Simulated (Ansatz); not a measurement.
## Electronic structure of HfO2 in real space

```xyz
6
Lattice="0.0000 3.5768 0.0000 -3.5768 0.0000 0.0000 0.0000 0.0000 5.2027" Properties=species:S:1:pos:R:3 pbc="T T T"
Hf   -1.7884    1.7884    2.6013
Hf    0.0000    0.0000    0.0000
O     0.0000    1.5634    3.6219
O    -1.7884    0.0000    4.1821
O    -1.7884    0.0000    1.5808
O     0.0000    1.7884    1.0206
```

Space group Pm; a structure from a database of computed crystals, not necessarily the ambient phase; changed on purpose from its base cell (atom 3 (O) moved by (-0.225, +0.000) A along y and z); not relaxed (largest force 1.5 eV/Å).

The calculation used Ansatz, DFT r2SCAN, scalar-relativistic, plane waves, PAW.

Core electrons are frozen (PAW), and the valence fields are smoothed inside the atomic spheres.

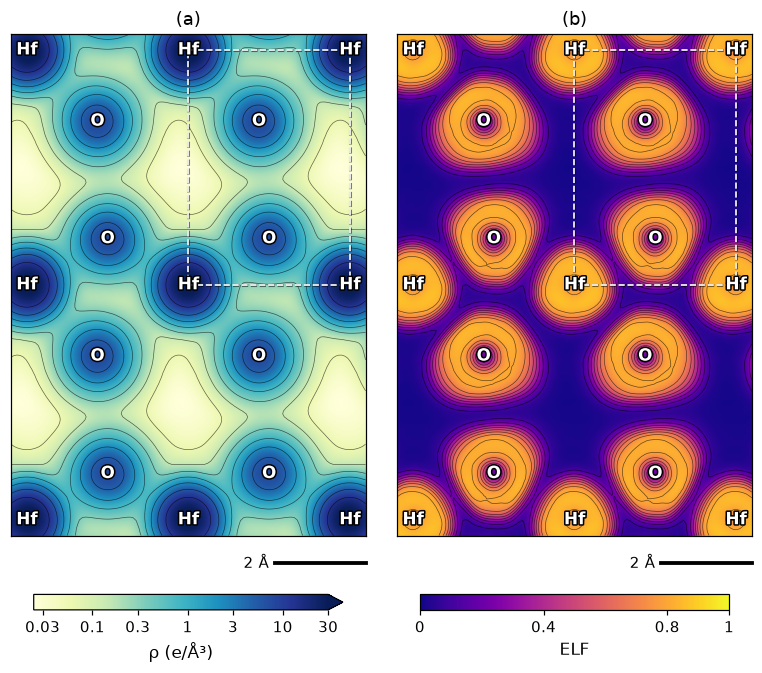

Figure 1. (a) valence pseudo-density; (b) ELF on the (010) plane of the conventional cell.

Question: Interpret the plot.

Answer: Atoms in the plane: Hf and O. Hf–O (2.06 Å): ρ is about 0.82 e/Å³ halfway; the ELF peaks at about 0.85 in the valence shell of O, 0.6 Å from its nucleus, and drops to about 0.20 between the two atoms; no shared electron pair shows on this line. Hf–O (2.22 Å): ρ is about 0.51 e/Å³ halfway; the ELF peaks at about 0.85 in the valence shell of O, 0.6 Å from its nucleus, and drops to about 0.15 between the two atoms: no localised pair shows between them. Between the atoms the lowest density in this plane is 0.02 e/Å³. The features right at Hf lie inside the PAW spheres, where the map follows smoothed inner orbitals and isn't to be read closely.

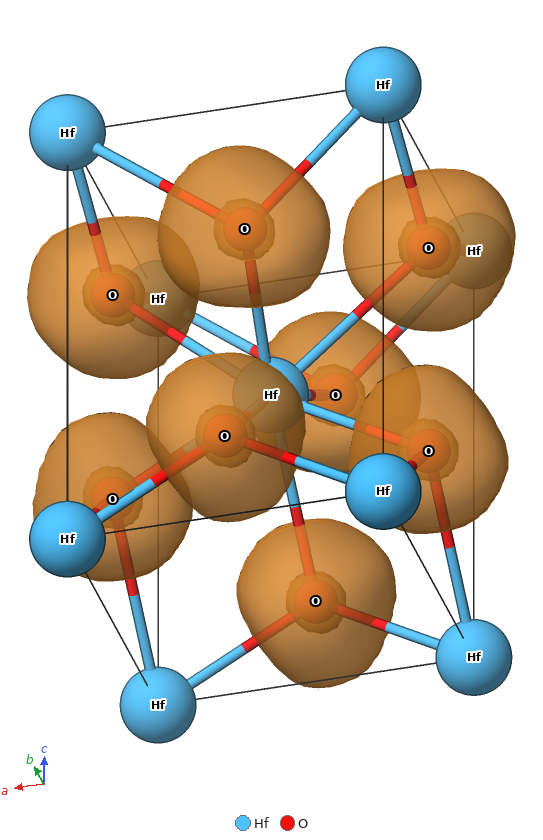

Figure 2. Isosurface of the electron localisation function at 0.65 (orange), seen at an oblique angle. Core shells and regions of very low density are left out. Sticks mark near contacts.

Question: Identify the bonds, lone pairs and shells in this picture.

Answer: The ELF exceeds this value in four regions wrapped around O (the valence shell of each), counted in one cell of 6 atoms. Regions shared between cells count once.

Question: Metal or insulator at this level of theory?

Answer: It is gapped, with a Kohn–Sham gap of 5.3 eV on the k-point mesh (the band edges may lie off the mesh, which would make the gap smaller).
